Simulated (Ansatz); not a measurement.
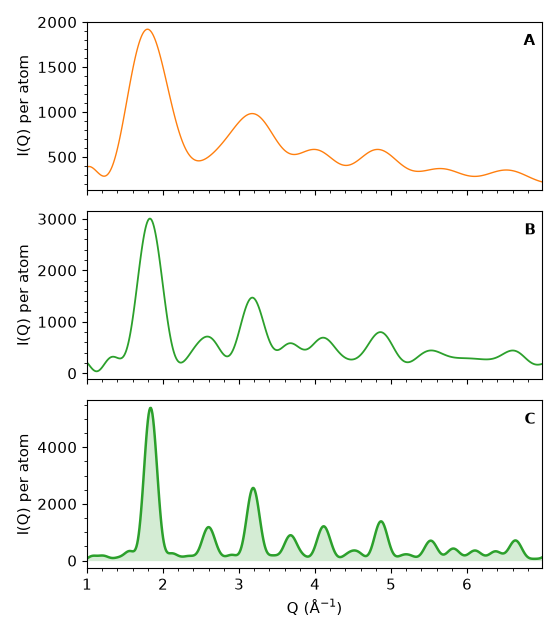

X-ray scattering of spheres cut from the crystal structure of Sr (Im-3m, a = 4.826 Å, b = 4.826 Å, c = 4.826 Å, α = 90.00°, β = 90.00°, γ = 90.00°), calculated atom by atom with the Debye equation (B = 0.5 Å², no relaxation of the surface). Structure used: the input geometry of an electronic-structure calculation (not necessarily at equilibrium); the starting structure was generated, so it need not be a known form of this composition.

### The spheres are 10, 20 and 36 Å across. Which curve is which?

curve A: 10 Å (15 atoms); curve B: 20 Å (65 atoms); curve C: 36 Å (411 atoms). Peak widths go roughly as 2π/D, so the largest sphere has the sharpest peaks.

### Index the main peaks of the largest sphere.

Q ≈ 1.84 Å⁻¹: 110; Q ≈ 2.60 Å⁻¹: 200; Q ≈ 3.19 Å⁻¹: 211; Q ≈ 3.68 Å⁻¹: 220; Q ≈ 4.11 Å⁻¹: 310; Q ≈ 4.87 Å⁻¹: 321.
